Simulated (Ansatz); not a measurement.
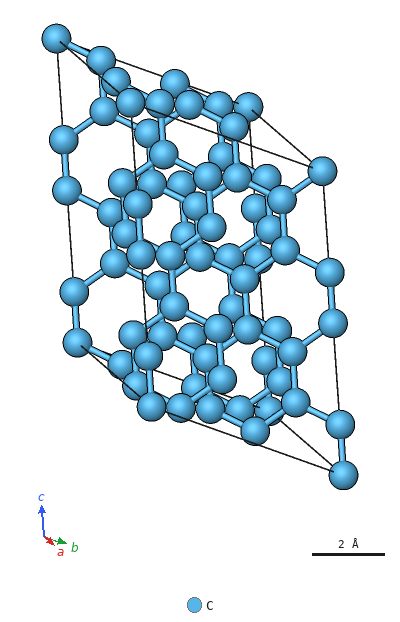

The input geometry (ball-and-stick view of the cell of the calculation, seen slightly off an axis). An atom can appear more than once, as a periodic image. Near neighbours in the periodic cell (some may lie outside the picture): C has 3 C at 1.43 Å.

Single-point calculation, with input and output: C (part 1 of 2)

The run: single-point calculation of C (P6₃mc, 48 atoms in the cell). Method and program: DFT PBE, scalar-relativistic, plane waves, PAW, no spin polarisation (Ansatz 0.2.0).

The structure derives from an entry of the Crystallography Open Database.

**Input file**
```yaml
crystal:
  lattice:
    - [3.705, -2.139083, -6.79]
    - [3.705, -2.139083, 6.79]
    - [-7.41, -4.278165, 0.0]
  atoms:
    - { symbol: C, position: [0.0, 0.0, 0.0] }
    - { symbol: C, position: [0.5, 0.5, 0.0] }
    - { symbol: C, position: [0.666667, 0.666666, 0.833333] }
    - { symbol: C, position: [0.166667, 0.166666, 0.833333] }
    - { symbol: C, position: [0.333333, 0.333334, 0.666667] }
    - { symbol: C, position: [0.833333, 0.833334, 0.666667] }
    - { symbol: C, position: [0.0, 0.0, 0.5] }
    - { symbol: C, position: [0.5, 0.5, 0.5] }
    - { symbol: C, position: [0.666667, 0.666666, 0.333333] }
    - { symbol: C, position: [0.166667, 0.166666, 0.333333] }
    - { symbol: C, position: [0.333333, 0.333334, 0.166667] }
    - { symbol: C, position: [0.833333, 0.833334, 0.166667] }
    - { symbol: C, position: [0.75, 0.25, 0.0] }
    - { symbol: C, position: [0.25, 0.75, 0.0] }
    - { symbol: C, position: [0.416667, 0.916666, 0.833333] }
    - { symbol: C, position: [0.916667, 0.416666, 0.833333] }
    - { symbol: C, position: [0.083333, 0.583334, 0.666667] }
    - { symbol: C, position: [0.583333, 0.083334, 0.666667] }
    - { symbol: C, position: [0.75, 0.25, 0.5] }
    - { symbol: C, position: [0.25, 0.75, 0.5] }
    - { symbol: C, position: [0.416667, 0.916666, 0.333333] }
    - { symbol: C, position: [0.916667, 0.416666, 0.333333] }
    - { symbol: C, position: [0.083333, 0.583334, 0.166667] }
    - { symbol: C, position: [0.583333, 0.083334, 0.166667] }
    - { symbol: C, position: [0.164167, 0.169167, 0.0] }
    - { symbol: C, position: [0.664167, 0.669167, 0.0] }
    - { symbol: C, position: [0.830834, 0.835833, 0.833333] }
    - { symbol: C, position: [0.330834, 0.335833, 0.833333] }
    - { symbol: C, position: [0.4975, 0.502501, 0.666667] }
    - { symbol: C, position: [0.9975, 0.002501, 0.666667] }
    - { symbol: C, position: [0.164167, 0.169167, 0.5] }
    - { symbol: C, position: [0.664167, 0.669167, 0.5] }
    - { symbol: C, position: [0.830834, 0.835833, 0.333333] }
    - { symbol: C, position: [0.330834, 0.335833, 0.333333] }
    - { symbol: C, position: [0.4975, 0.502501, 0.166667] }
    - { symbol: C, position: [0.9975, 0.002501, 0.166667] }
    - { symbol: C, position: [0.580833, 0.085833, 0.0] }
    - { symbol: C, position: [0.080833, 0.585833, 0.0] }
    - { symbol: C, position: [0.2475, 0.752499, 0.833333] }
    - { symbol: C, position: [0.7475, 0.252499, 0.833333] }
    - { symbol: C, position: [0.914166, 0.419167, 0.666667] }
    - { symbol: C, position: [0.414166, 0.919167, 0.666667] }
    - { symbol: C, position: [0.580833, 0.085833, 0.5] }
    - { symbol: C, position: [0.080833, 0.585833, 0.5] }
    - { symbol: C, position: [0.2475, 0.752499, 0.333333] }
    - { symbol: C, position: [0.7475, 0.252499, 0.333333] }
    - { symbol: C, position: [0.914166, 0.419167, 0.166667] }
    - { symbol: C, position: [0.414166, 0.919167, 0.166667] }
basis:
  ecutwfc: 420
  fft_grid_basis: typed
kpoints:
  mp_grid: { grid: [2, 2, 2] }
hamiltonian:
  xc: pbe
  pseudopotentials: { kind: paw }
scf:
  occupations: { method: gaussian, width: 0.05 }
output:
  forces: true
  stress: false
  eigenvalues: true
  bader: false
  write_density: true
  volumetric_format: npy
```

Machine: 4 threads of Arm Neoverse V2, 24 GiB of memory available, shared host.

Command:
```bash
ansatz run input.yaml --threads 4 --pin off --max-ram 10240MiB --backend cpu --events-out ev --progress --plain --runs-dir out
```

**What the program printed**
```
Warning: the atoms were moved onto the symmetric positions of the space group found under crystal.symmetry.tolerance 1.0e-5 (fractional; no operation is sought that the atoms, as they stand in a round, miss by more than twice it, and no atom is moved by as much as it), and the run uses the moved positions. Before a round's move an operation carried an atom to 1.45e-5 Å from where it should land, the largest such distance. Atom 2 (counting from 0) moved farthest, by 7.23e-6 Å; the longest move in fractions of the cell, of whichever atom, is 0.08 of the tolerance, in 1 round. To run the atoms as typed, lower crystal.symmetry.tolerance until the operations that they miss are no longer found, or set crystal.symmetry.detect: false (a key that needs symmetry detection or time reversal refuses this as the deck is read). The positions used, in the order of the run's atom list: position: [0.0, 0.0, 0.0]; position: [0.5, 0.5, 0.0]; position: [0.6666666666666666, 0.6666666666666666, 0.8333333333333334]; position: [0.16666666666666666, 0.16666666666666666, 0.8333333333333334]; position: [0.33333333333333337, 0.33333333333333337, 0.6666666666666666]; position: [0.8333333333333334, 0.8333333333333334, 0.6666666666666666]; position: [0.0, 0.0, 0.5]; position: [0.5, 0.5, 0.5]; position: [0.6666666666666666, 0.6666666666666666, 0.33333333333333337]; position: [0.16666666666666666, 0.16666666666666666, 0.33333333333333337]; position: [0.33333333333333337, 0.33333333333333337, 0.16666666666666666]; position: [0.8333333333333334, 0.8333333333333334, 0.16666666666666666]; position: [0.75, 0.25, 0.0]; position: [0.25, 0.75, 0.0]; position: [0.41666666666666663, 0.9166666666666666, 0.8333333333333334]; position: [0.9166666666666666, 0.41666666666666663, 0.8333333333333334]; position: [0.08333333333333336, 0.5833333333333334, 0.6666666666666666]; position: [0.5833333333333334, 0.08333333333333336, 0.6666666666666666]; position: [0.75, 0.25, 0.5]; position: [0.25, 0.75, 0.5]; position: [0.41666666666666663, 0.9166666666666666, 0.33333333333333337]; position: [0.9166666666666666, 0.41666666666666663, 0.33333333333333337]; position: [0.08333333333333336, 0.5833333333333334, 0.16666666666666666]; position: [0.5833333333333334, 0.08333333333333336, 0.16666666666666666]; position: [0.164167, 0.169167, 0.0]; position: [0.664167, 0.669167, 0.0]; position: [0.8308336666666667, 0.8358336666666667, 0.8333333333333334]; position: [0.33083366666666664, 0.33583366666666664, 0.8333333333333334]; position: [0.4975003333333333, 0.5025003333333333, 0.6666666666666666]; position: [0.9975003333333333, 0.0025003333333333305, 0.6666666666666666]; position: [0.164167, 0.169167, 0.5]; position: [0.664167, 0.669167, 0.5]; position: [0.8308336666666667, 0.8358336666666667, 0.33333333333333337]; position: [0.33083366666666664, 0.33583366666666664, 0.33333333333333337]; position: [0.4975003333333333, 0.5025003333333333, 0.16666666666666666]; position: [0.9975003333333333, 0.0025003333333333305, 0.16666666666666666]; position: [0.580833, 0.085833, 0.0]; position: [0.080833, 0.585833, 0.0]; position: [0.24749966666666667, 0.7524996666666667, 0.8333333333333334]; position: [0.7474996666666667, 0.2524996666666667, 0.8333333333333334]; position: [0.9141663333333333, 0.41916633333333336, 0.6666666666666666]; position: [0.41416633333333336, 0.9191663333333333, 0.6666666666666666]; position: [0.580833, 0.085833, 0.5]; position: [0.080833, 0.585833, 0.5]; position: [0.24749966666666667, 0.7524996666666667, 0.33333333333333337]; position: [0.7474996666666667, 0.2524996666666667, 0.33333333333333337]; position: [0.9141663333333333, 0.41916633333333336, 0.16666666666666666]; position: [0.41416633333333336, 0.9191663333333333, 0.16666666666666666]; The lattice was moved too: crystal.lattice keeps the space group found at crystal.symmetry.tolerance 1.0e-5 only nearly: the operation that it misses by the most changes a squared length by the fraction 6.96e-8. The run uses the lattice that is a stretch of the typed one, with no rotation, onto the one that keeps every operation to a double's rounding (on a very oblique basis the stretch itself rounds by more); the deck's lattice vector that moved farthest moved by 1.49e-7 Å. To run the lattice as typed, set crystal.symmetry.tolerance under 6.96e-8, the least fraction by which an operation that the lattice misses changes a squared length (the same key also sets how far an atom may lie from its image, so lowering it can lose operations that the atoms keep only within it), or set crystal.symmetry.detect: false, as for the atoms. crystal.lattice made exact, in Å and degrees: [[3.7050000372329324, -2.1390829355106757, -6.79], [3.7050000372329324, -2.1390829355106757, 6.79], [-7.410000148931713, -4.2781649999999996, 0.0]]. Pasted over the deck's crystal.lattice, beside positions in fractional coordinates, it runs the same cell (given as lengths and angles, that cell in the form's own orientation, a rigid turn of the misfit's size from the one run here, for which a checkpoint.post_process_only pass over this run's state can be refused: where this run relaxes nothing, give such a pass this deck's own crystal.lattice, as typed; behind a relaxation, as crystal.lattice, the state's own cell, identity.cell in its checkpoint.json), and a matrix so pasted ends this notice, except on a very skew basis of the lattice, where the rounding of the pasted numbers themselves can read as a misfit: the cell is then moved again, and that move is told again. The lattice as run is in this notice's lattice.as_run_ang field (Run.prep()["deck_notices"] in Python, the deck_notice line of an events file, deck_notices of ansatz run --dry-run=json, or deck_notices in record.json in the deck's checkpoint.write directory).
Engine: ansatz 0.2.0, aarch64-unknown-linux-gnu
Pseudopotentials: kind: paw
Pseudopotential: C, paw, valence charge 4, recommended cutoff 420 eV (normal), C.paw.azcp
Functional definition: PBE
  parameter kappa = 0.804
  parameter beta = 0.06672455060314922
  exchange = pbe_x(kappa = kappa, mu = beta*pi^2/3)
  correlation = pbe_c(beta = beta)
Crystal: 48 atoms, lattice volume = 430.502 Å³
Basis set: ecut = 420 eV, 8441 PW (Γ), exchange–correlation on 108×108×120 points (8 copies of the dense FFT grid, shifted against one another)
Bands: 144, of which v1, the nominal top of the filled ones, is band 96 counted from 1 (95 counted from 0)
Symmetry: 48 space group operations
Space group: P63mc (ITA 186), of the structure as read, at distance tolerance 7.6e-5 Å
k-points: 5 of 8
Non-local potential: C, projectors of the file, l = 0: 2, l = 1: 2, l = 2: 1
PAW form: soft (Blöchl's): semilocal exchange-correlation on the pseudo side does not see the compensation charge
PAW one-centre angular grid: C, 110 points (default); XC on 64 Gauss nodes
Initial density: superposition of atomic densities (neutral atoms: chi_scale 0, normalization atom), corrected by the library's trained network
Initial wavefunctions: pseudopotential atomic-orbital guess
Functional: x = pbe(κ = 0.804, μ = 0.2195149727645171), c = pbe(β = 0.06672455060314922)
SCF iter   1: F=—  HF=-12043.579023 eV  |F-HF|=—  |Δ(HF+E_count)|=         —  Δρ=2.70e-3  dr2=2.60e-2  ethr=1.77e-3  ⟨swp⟩=7.4  Hψ=3563  notcnv=0  defer=110
preconditioner: auto → Kerker (q_TF=auto, 2.385 Å⁻¹)  [metal: Δε(μ)=0.019 eV  Ē_g=15.539 eV  σ=0.050 eV  W_gap=0.21  n_scr=94 (ndim 8)  ℏωp=24.8 eV  f_vac=0.003  D(μ)=31.97/eV (n_scr^D=350)]
SCF iter   2: F=—  HF=-12043.582181 eV  |F-HF|=—  |Δ(HF+E_count)|=   3.16e-3  Δρ=1.61e-3  dr2=1.13e-2  ethr=1.35e-5  ⟨swp⟩=2.4  Hψ=1173  notcnv=0  defer=128
SCF iter   3: F=—  HF=-12043.581426 eV  |F-HF|=—  |Δ(HF+E_count)|=   7.55e-4  Δρ=3.25e-4  dr2=3.64e-4  ethr=5.90e-6  ⟨swp⟩=2.0  Hψ=998  notcnv=0  defer=128
SCF iter   4: F=—  HF=-12043.581617 eV  |F-HF|=—  |Δ(HF+E_count)|=   1.91e-4  Δρ=1.02e-4  dr2=1.09e-4  ethr=1.90e-7  ⟨swp⟩=2.0  Hψ=732  notcnv=0  defer=128
SCF iter   5: F=—  HF=-12043.581692 eV  |F-HF|=—  |Δ(HF+E_count)|=   7.52e-5  Δρ=3.35e-5  dr2=3.74e-6  ethr=5.68e-8  ⟨swp⟩=2.0  Hψ=994  notcnv=0  defer=128
SCF iter   6: F=—  HF=-12043.581444 eV  |F-HF|=—  |Δ(HF+E_count)|=   2.48e-4  Δρ=4.03e-6  dr2=4.71e-8  ethr=5.21e-11  ⟨swp⟩=19.6  Hψ=5993  notcnv=0
SCF iter   7: F=-12043.581444 eV  HF=-12043.581444 eV  |F-HF|=4.68e-9  |Δ(HF+E_count)|=   8.97e-8  Δρ=7.23e-7  dr2=1.53e-9  ethr=2.45e-11  ⟨swp⟩=2.2  Hψ=1922  notcnv=0
SCF 1 converged in 7 iterations: F = -12043.581444 eV  dr2 = 1.53e-9
  greatest PAW one-centre occupation: 0.671 electrons in one spin orbital (limit 2), on the C atom at site 23 (counted from 0), in its partial waves of l = 0
SCF converged after 7 iterations
Free energy (F): -12043.581444 eV
Harris-Foulkes:  -12043.581444 eV  (|F-HF|=4.68e-9)
Internal energy: -12043.541496 eV  (E = F + TS)
E sigma→0 (E₀):  -12043.561470 eV
Entropy (-TS):   -0.039948 eV (-0.832 meV/atom)
Fermi energy:    6.796822 eV
--- Per-component energies (eV) ---
  E_band       = -439.832952
  E_kinetic    = 4356.359319
  E_local      = -7455.664386  (includes V_loc(G=0)·N_el)
  E_nonlocal   = 1308.644529
  E_hartree    = 2263.351736
  E_xc         = -2302.195714
  E_vxc        = -2850.391535  (∫ρ·V_xc dr)
  E_paw        = -4767.633292  (= ΣΔE_a)
  E_vpaw       = -325.485661  (= ΣTr[D̂ρ^β])
  E_aug_tail   = 0.000345  (compensation charges beyond the density's cutoff)
  E_ewald      = -5446.404033
  E_smearing   = -0.039948  (= −TS)
  E_closure    = 0.000000  (closes the sum)
  Σ components = -12043.581444   (vs F -12043.581444, Δ=0.00e0)
```
